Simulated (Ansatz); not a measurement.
# VN: single-point calculation

- system: VN (Fm-3m, 2 atoms in the cell)
- method: DFT PBEsol, scalar-relativistic, plane waves, PAW, no spin polarisation (Ansatz 0.2.0)

The structure derives from an entry of the Crystallography Open Database. It belongs to a series of runs on one base structure; here: bulk in the cell of the (1 1 0) plane. Figures and captions count atoms from 1; the log counts them from 0 in places.

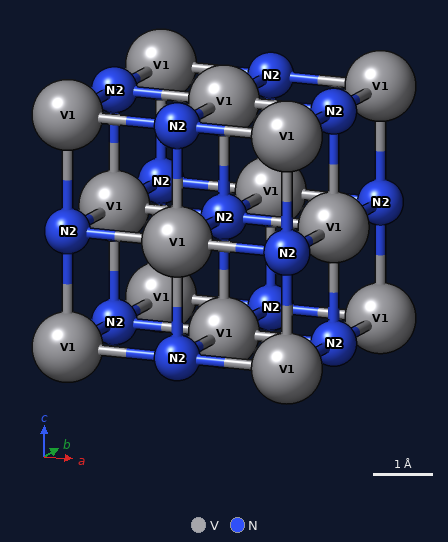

**Figure 1.** The structure (ball-and-stick view of the cell 4 times as large as that of the calculation, set on its symmetry axes, seen slightly off an axis; atoms are numbered from 1 in the order of the input). An atom can appear more than once, as a periodic image. Near neighbours in the periodic cell (some may lie outside the picture): V has 6 N at 2.04 Å; N has 6 V at 2.04 Å.

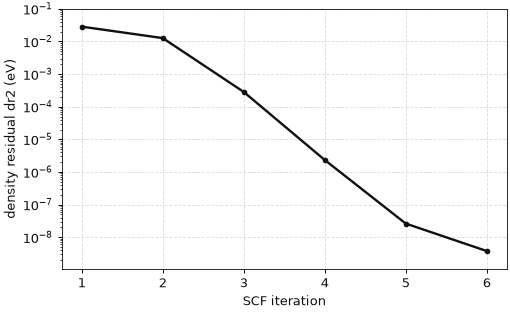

**Figure 2.** Convergence of the self-consistent field: density residual dr2 against the SCF iteration. The residual falls at every step.

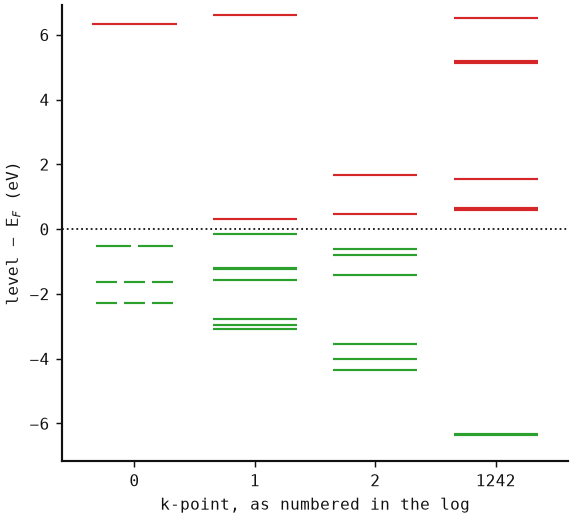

**Figure 3.** Kohn–Sham levels near the Fermi level (dotted) at the few k-points that the log prints; levels within 0.02 eV of each other stand side by side. The system is metallic on the full mesh.

The input and output of the run follow.

## Input file
```yaml
crystal:
  lattice:
    - [2.8799338822, 0.0, 0.0]
    - [0.0, 4.072841555, 0.0]
    - [1.4399669411, 2.0364207775, 1.4399669411]
  atoms:
    - { symbol: V, position: [0.0, 0.0, 0.0] }
    - { symbol: "N", position: [0.0, 0.5, 0.0] }
basis:
  ecutwfc: 420
kpoints:
  mp_grid: { grid: [12, 9, 23] }
hamiltonian:
  xc: pbesol
scf:
  occupations: { method: gaussian, width: 0.1 }
output:
  forces: true
  stress: true
  eigenvalues: true
```

Launch command:
```bash
ansatz run input.yaml --threads 2 --pin off --max-ram 5120MiB --backend cpu --events-out ev --progress --plain --runs-dir out
```

## Log
```
Warning: crystal.symmetry: narrowed to the stabiliser of the k-point mesh — unitary ops 48 → 2; excluded 46 operations that carry a point of the 12×9×23 mesh (shift [0, 0, 0]) off the mesh (the run samples exactly the mesh kpoints.mp_grid names, as under crystal.symmetry.detect: false, and its converged state has the mesh's symmetry, not the crystal's; ε∞, the Born charges and the force constants of a linear response (`dielectric:` by the response, `phonons.method: dfpt`) are averaged over those of the crystal's operations that the state keeps within a tolerance, where `mesh_tensors`, `unaveraged_element` or `gamma_mean_max_change_ev_ang2` stands beside them; a row that `dielectric.field_direction` solves alone is averaged likewise, with nothing beside; a Γ-centred mesh of equal divisions is mapped onto itself by every operation and keeps the whole group, as does a half-shifted one under kpoints.further_shifts: images)
Engine: ansatz 0.2.0, aarch64-unknown-linux-gnu
Pseudopotentials: kind: paw
Pseudopotential: V, paw, valence charge 13, recommended cutoff 420 eV (normal), V.paw.azcp
Pseudopotential: N, paw, valence charge 5, recommended cutoff 420 eV (normal), N.paw.azcp
Functional definition: PBEsol
  exchange = pbesol_x
  correlation = pbesol_c
Crystal: 2 atoms, lattice volume = 16.890 Å³
Basis set: ecut = 420 eV, 331 PW (Γ), exchange–correlation on 40×60×40 points (8 copies of the dense FFT grid, shifted against one another)
Bands: 13, of which v1, the nominal top of the filled ones, is band 9 counted from 1 (8 counted from 0)
Symmetry: 2 space group operations
k-points: 1243 of 2484
Non-local potential: V, projectors of the file, l = 0: 3, l = 1: 2, l = 2: 3, l = 3: 1
Non-local potential: N, projectors of the file, l = 0: 2, l = 1: 2, l = 2: 1
PAW form: soft (Blöchl's): semilocal exchange-correlation on the pseudo side does not see the compensation charge
PAW frozen core: V, regenerated for the run's functional, and the local potential with it (the file was generated under x = pbe(κ = 0.804, μ = 0.2195149727645171), c = pbe(β = 0.06672455060314922))
PAW frozen core: N, regenerated for the run's functional, and the local potential with it (the file was generated under x = pbe(κ = 0.804, μ = 0.2195149727645171), c = pbe(β = 0.06672455060314922))
PAW one-centre angular grid: V, 590 points (default); XC on 64 Gauss nodes
PAW one-centre angular grid: N, 110 points (default); XC on 64 Gauss nodes
Initial density: superposition of atomic densities (neutral atoms: chi_scale 0, normalization atom), corrected by the library's trained network
Initial wavefunctions: pseudopotential atomic-orbital guess
Functional: x = pbesol(κ = 0.804, μ = 0.12345679012345678), c = pbesol(β = 0.046)
SCF iter   1: F=—  HF=-3266.107988 eV  |F-HF|=—  |Δ(HF+E_count)|=         —  Δρ=1.40e-2  dr2=2.85e-2  ethr=1.77e-3  ⟨swp⟩=4.5  Hψ=171725  notcnv=0
automatic band count: the SCF goes on with 17 bands, as 13 were too few: the levels above may hold too much charge
preconditioner: auto → none  [metal: Δε(μ)=0.002 eV  Ē_g=15.066 eV  σ=0.100 eV  W_gap=0.01  n_scr=8 (ndim 8)  ℏωp=28.6 eV  f_vac=0.000  D(μ)=1.36/eV (n_scr^D=14)  sad-step TF]
SCF iter   2: F=—  HF=-3266.102535 eV  |F-HF|=—  |Δ(HF+E_count)|=   5.45e-3  Δρ=8.67e-3  dr2=1.27e-2  ethr=1.58e-4  ⟨swp⟩=1.9  Hψ=35534  notcnv=0  defer=50
SCF iter   3: F=—  HF=-3266.099599 eV  |F-HF|=—  |Δ(HF+E_count)|=   2.94e-3  Δρ=1.22e-3  dr2=2.84e-4  ethr=7.03e-5  ⟨swp⟩=2.1  Hψ=21565  notcnv=0  defer=54
SCF iter   4: F=—  HF=-3266.099552 eV  |F-HF|=—  |Δ(HF+E_count)|=   4.70e-5  Δρ=1.25e-4  dr2=2.33e-6  ethr=1.58e-6  ⟨swp⟩=1.6  Hψ=19786  notcnv=0  defer=55
SCF iter   5: F=—  HF=-3266.099554 eV  |F-HF|=—  |Δ(HF+E_count)|=   1.31e-6  Δρ=1.80e-5  dr2=2.62e-8  ethr=1.29e-8  ⟨swp⟩=2.0  Hψ=21893  notcnv=0  defer=55
SCF iter   6: F=-3266.099554 eV  HF=-3266.099554 eV  |F-HF|=3.53e-9  |Δ(HF+E_count)|=   9.66e-9  Δρ=7.24e-6  dr2=3.77e-9  ethr=1.46e-10  ⟨swp⟩=4.9  Hψ=85365  notcnv=0
SCF 1 converged in 6 iterations: F = -3266.099554 eV  dr2 = 3.77e-9
  greatest PAW one-centre occupation: 1.000 electrons in one spin orbital (limit 2), on the V atom at site 0 (counted from 0), in its partial waves of l = 0
SCF converged after 6 iterations
Free energy (F): -3266.099554 eV
Harris-Foulkes:  -3266.099554 eV  (|F-HF|=3.53e-9)
Internal energy: -3266.092686 eV  (E = F + TS)
E sigma→0 (E₀):  -3266.096120 eV
Entropy (-TS):   -0.006867 eV (-3.434 meV/atom)
Fermi energy:    19.114027 eV
--- Per-component energies (eV) ---
  E_band       = -91.818149
  E_kinetic    = 470.888207
  E_local      = -926.826744  (includes V_loc(G=0)·N_el)
  E_nonlocal   = 0.192646
  E_hartree    = 411.462118
  E_xc         = -190.759117
  E_vxc        = -243.272736  (∫ρ·V_xc dr)
  E_paw        = -1208.436048  (= ΣΔE_a)
  E_vpaw       = -215.724073  (= ΣTr[D̂ρ^β])
  E_aug_tail   = 0.000363  (compensation charges beyond the density's cutoff)
  E_ewald      = -1822.791888
  E_core_change = 0.177778  (= ΣΔE_core)
  E_smearing   = -0.006867  (= −TS)
  E_closure    = -0.000000  (closes the sum)
  Σ components = -3266.099554   (vs F -3266.099554, Δ=0.00e0)
--- Forces (eV/Å), atoms counted from 1 ---
  atom   1  V      0.00000000     0.00000000     0.00000000
  atom   2  N      0.00000000     0.00000000     0.00000000
  max |Σ_I F_I| component: 0.00e0 eV/Å
--- Stress (GPa, compression-positive) ---
       -0.147040       0.041519      -0.205011
        0.041519       0.764673       0.001415
       -0.205011       0.001415      -0.637987
  P = ⅓ Tr σ = -0.0068 GPa (-0.068 kbar)
--- Band table (eV; the first three rows and the last of 1243) ---
  k-point 0: bands = ["-46.0361", "-19.7586", "-19.7553", "-19.7548", "0.9053", "16.8292", "16.8292", "16.8298", "17.4841", "17.4842", "17.4861", "18.6020", "18.6042", "25.4419", "33.0964", "39.2311", "39.2313"]
  k-point 1: bands = ["-46.0318", "-19.7852", "-19.7619", "-19.7562", "1.0150", "16.0213", "16.1398", "16.3314", "17.5429", "17.8725", "17.9169", "18.9488", "19.4137", "25.7107", "33.0983", "38.9110", "39.2313"]
  k-point 2: bands = ["-46.0196", "-19.8585", "-19.7831", "-19.7582", "1.3297", "14.7747", "15.1202", "15.5764", "17.7104", "18.3296", "18.5011", "19.5761", "20.7775", "26.4004", "32.9835", "37.9620", "39.2393"]
  k-point 1242: bands = ["-45.9471", "-20.3269", "-19.8148", "-19.8101", "3.8036", "9.9414", "12.7593", "12.7921", "19.7094", "19.7746", "20.6634", "24.2521", "24.3203", "25.6229", "33.5933", "34.0862", "34.1782"]
```

## Results in brief

```json
{"quantity": "outcome", "value": "converged"}
{"quantity": "space group (tolerance 0.01 Å)", "value": "Fm-3m (225)"}
{"quantity": "electrons treated", "value": "18"}
{"quantity": "free energy", "value": "−3266.0996 eV"}
{"quantity": "Fermi energy", "value": "19.114 eV"}
{"quantity": "gap on the k-point mesh", "value": "none (metallic)"}
{"quantity": "pressure", "value": "−0.01 GPa"}
{"quantity": "largest force (length of the vector)", "value": "under 0.001 eV/Å"}
{"quantity": "hardware", "value": "2 threads of Arm Neoverse V2, 24 GiB of memory available, shared host"}
{"quantity": "wall time", "value": "10 s (CPU time 20 s)"}
{"quantity": "peak memory", "value": "0.6 GiB"}
```

Warnings of the run: the k-point mesh lowers the symmetry that the run can use. The run has no spin polarisation, so a magnetic state may lie lower.
